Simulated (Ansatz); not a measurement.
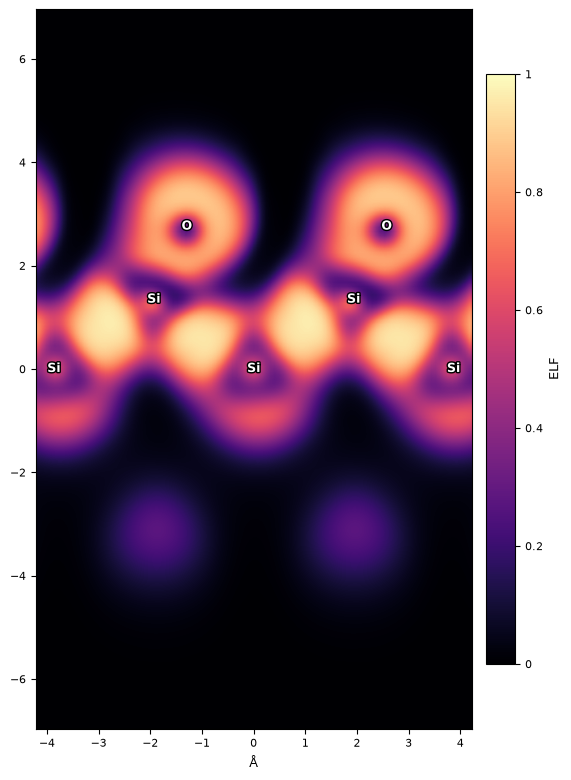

*Si4O (slab). Electron localisation function on the (100) plane of the calculation cell, a cut from vacuum to vacuum.*

Not relaxed (largest force 0.6 eV/Å); PAW files of the earlier set (soft_1); spin-polarised.

These are results of Ansatz 0.2.0, DFT PBE, scalar-relativistic, plane waves, PAW, not measurements.

Core electrons are frozen (PAW), and the valence fields are smoothed inside the atomic spheres.

```
CELL_PARAMETERS angstrom
3.86754 0.00000 0.00000
0.00000 3.86754 0.00000
0.00000 0.00000 19.61151
ATOMIC_POSITIONS crystal
Si 0.00000 0.50000 0.20396
Si 0.00000 0.00000 0.27369
Si 0.50000 0.00000 0.34523
Si 0.50000 0.50000 0.41361
O 0.50000 0.66667 0.48545
```

### What do the fields say about this system?

- The section cuts through Si and O sites.
- Si–O (1.55 Å): the ELF peaks at about 0.80 between the atoms.
- Si–Si (2.35 Å): the ELF peaks at about 0.95 between the atoms.
- The ELF also peaks beside O, away from the bonds: lone-pair regions.

### Does the calculation give a band gap?

It is gapless in this calculation (a metal or semimetal).
